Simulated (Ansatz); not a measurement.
System: Si, space group Pm-3m (No. 221) (one of a set of cubic test structures, which need not be the stable phase).

Input of one of the runs behind the figure:
```
crystal:
  lattice:
    - [2.548669632849, 0.0, 0.0]
    - [0.0, 2.548669632849, 0.0]
    - [0.0, 0.0, 2.548669632849]
  atoms:
    - { symbol: Si, position: [0, 0, 0] }
kpoints:
  mp_grid: { grid: [43, 43, 43] }
hamiltonian:
  xc: pbe
  pseudopotentials: { kind: paw }
scf:
  occupations: { method: fermi_dirac, width: 0.061225619053 }
output:
  forces: true
  stress: true
```

Launched with:
```bash
ansatz run input.yaml --threads 2
```

Calculation (Ansatz 0.2.0 development build): equation of state of a cubic crystal from periodic Kohn-Sham density functional theory without spin, third-order Birch-Murnaghan fit to the free energies; pressure corrected for the finite basis. Level: PBE.

- structure type: simple cubic
- atoms in cell: 1
- space group number: 221
- lattice centring: simple cubic
- k mesh: 43×43×43
- occupation method: Fermi–Dirac
- occupation width: 0.06123 eV
- wave cutoff: 420 eV
- datasets: soft-1 PAW
- density tolerance: 1e−07 eV
- bands: 6
- density cutoff ratio: 4
- search for lower states: default

Describe the result: the energy above the lowest point and pressure against volume. The volume takes the values 15.91, 16.23, 16.56, 16.88, 17.20 Å³/atom.

A third-order Birch–Murnaghan fit gives V0 = 16.23 Å³/atom, B0 = 101 GPa and B′ = 4.5. The energy above the lowest point is 2.1 meV/atom at volume 15.91 Å³/atom and 16.7 meV/atom at 17.20 Å³/atom; the lowest computed point is at volume 16.23 Å³/atom (0.0 meV/atom), and no other minimum shows. The pressure falls from 2.102 GPa at volume 15.91 Å³/atom to −5.186 GPa at 17.20 Å³/atom, and changes sign near 16.23 Å³/atom.

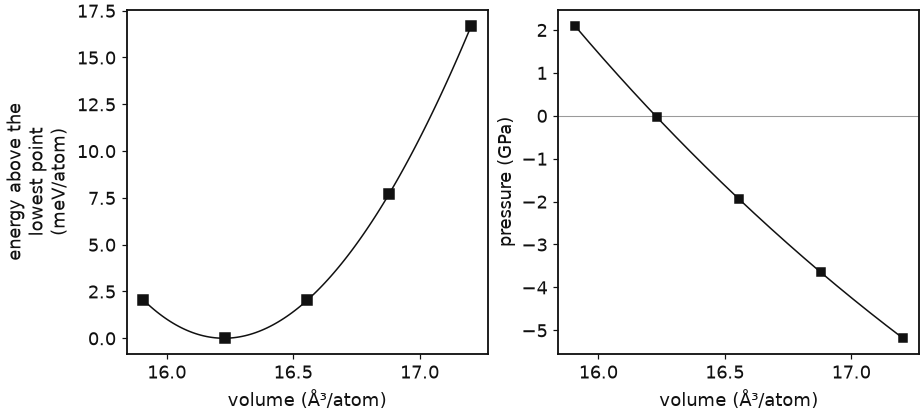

Note: cubic model structure, not the ambient form.
